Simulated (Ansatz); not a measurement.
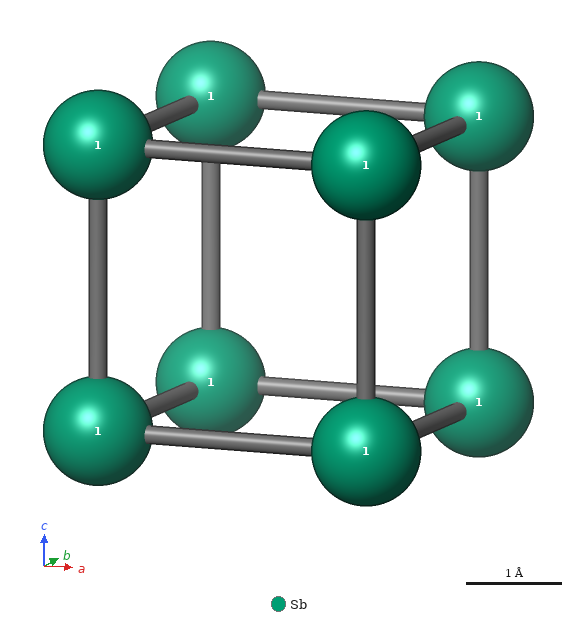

The starting point is solid Sb (set up in Pm-3m). A ball-and-stick model of the cell of the calculation, seen slightly off an axis.

Theory: DFT PBEsol, scalar-relativistic, plane waves, PAW in Ansatz 0.2.0. Set-up: plane-wave cutoff 420 eV; occupations gaussian; smearing width 0.1 eV; no spin polarisation. The k-mesh is chosen for each cell (14×14×14, 18×18×18).

Change: Every antimony atom is replaced by chromium, which gives Cr. Cell and atoms are relaxed again (to zero pressure within 0.1 GPa, forces under 0.01 eV/Å).

The input:
```yaml
crystal:
  lattice:
    - [2.3056654014, 0.0, 0.0]
    - [0.0, 2.3056654014, 0.0]
    - [0.0, 0.0, 2.3056654014]
  atoms:
    - { symbol: Cr, position: [0.0, 0.0, 0.0] }
basis:
  ecutwfc: 420
kpoints:
  mp_grid: { grid: [18, 18, 18] }
hamiltonian:
  xc: pbesol
scf:
  occupations: { method: gaussian, width: 0.1 }
output:
  forces: true
  stress: true
  eigenvalues: true
relax:
  adjacent_minimum: "off"
  f_tol: 0.01
  max_steps: 60
  cell: { stress_tol: 0.1 }
```

Command:
```bash
ansatz run input.yaml --threads 1 --pin off --max-ram 2560MiB --backend cpu --events-out ev --progress --plain --runs-dir out
```

Q: What does the calculation give for the changed structure?

A: The volume per atom goes from 28.70 to 12.27 Å³. The drawn cell changes as follows: a = b = c 3.062 → 2.306 Å (−24.7 %); the volume changes by −57.3 %. The space group stays Pm-3m (No. 221).

The changed structure in the same view:

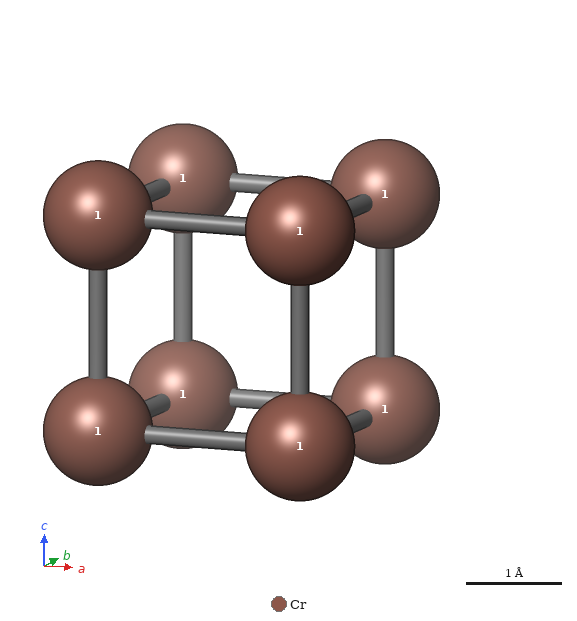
